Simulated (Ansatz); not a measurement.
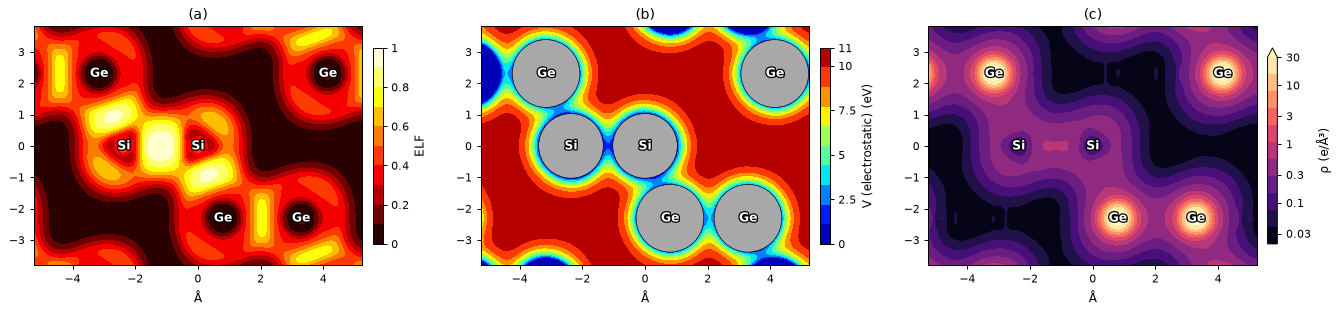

*SiGe$_{2}$. (a) ELF; (b) electrostatic potential energy of an electron; (c) valence pseudo-density on the (110) plane of the conventional cell. Grey discs cover the atomic cores in the potential map.*

Space group P-3m1; a generated structure, not necessarily the stable one.

These are results of DFT PBE, scalar-relativistic, plane waves, PAW in Ansatz, not measurements.

In a PAW calculation such maps are meaningful between the atoms, not at the nuclei.

Input file:

```
crystal:
  lattice:
    - [4.0088815541, 0.0, 0.0]
    - [-2.004440777, 3.4717932666, 0.0]
    - [0.0, 0.0, 9.7469674848]
  atoms:
    - { symbol: Si, position: [0.0, 0.0, 0.1209979179] }
    - { symbol: Si, position: [0.0, 0.0, 0.8790020821] }
    - { symbol: Ge, position: [0.6666666667, 0.3333333333, 0.2017958706] }
    - { symbol: Ge, position: [0.6666666667, 0.3333333333, 0.4569777796] }
    - { symbol: Ge, position: [0.3333333333, 0.6666666667, 0.7982041294] }
    - { symbol: Ge, position: [0.3333333333, 0.6666666667, 0.5430222204] }
basis:
  ecutwfc: 420
kpoints:
  mp_grid: { grid: [12, 12, 4] }
hamiltonian:
  xc: pbe
scf:
  occupations: { method: gaussian, width: 0.02 }
output:
  forces: true
  stress: true
  eigenvalues: true
  write_density: true
  write_potential: true
  elf: true
  volumetric_format: npy
relax:
  adjacent_minimum: "off"
  f_tol: 0.01
  max_steps: 80
  cell: { stress_tol: 0.05 }
```

Launched as:

```sh
ansatz run input.yaml --threads 1 --pin off --max-ram 2560MiB --backend cpu --events-out ev --progress --plain --runs-dir out
```

Below, planes, directions and counts refer to the conventional cell (a = 4.00 Å, b = 4.00 Å, c = 9.79 Å, α = 90.00°, β = 90.00°, γ = 120.00°).

The fields are those of the run's last geometry, not of the input's.

Question: What do the fields say about this system?

Answer:
- Atoms in the plane: Si and Ge.
- Si–Si (2.36 Å): ρ is about 0.57 e/Å³ halfway; the ELF peaks at about 0.95 between the atoms (localised, covalent bonding).
- Si–Ge (2.44 Å): ρ at the midpoint is about 0.51 e/Å³; the ELF peaks at about 0.90 between the atoms: a covalent bond.
- Ge–Ge (2.49 Å): ρ is about 0.51 e/Å³ halfway; the ELF peaks at about 0.80 between the atoms (a shared electron pair).
- The density dies away to nearly zero in the voids.
- Outside the cores the potential energy rises away from the atoms and is highest about 2.4 Å from the nearest atoms; its zero is arbitrary.

Question: Does the calculation make it a metal, or give it a gap?

Answer: It is gapped, with a Kohn–Sham gap of 0.44 eV on the k-point mesh (the band edges may lie off the mesh, which would make the gap smaller).
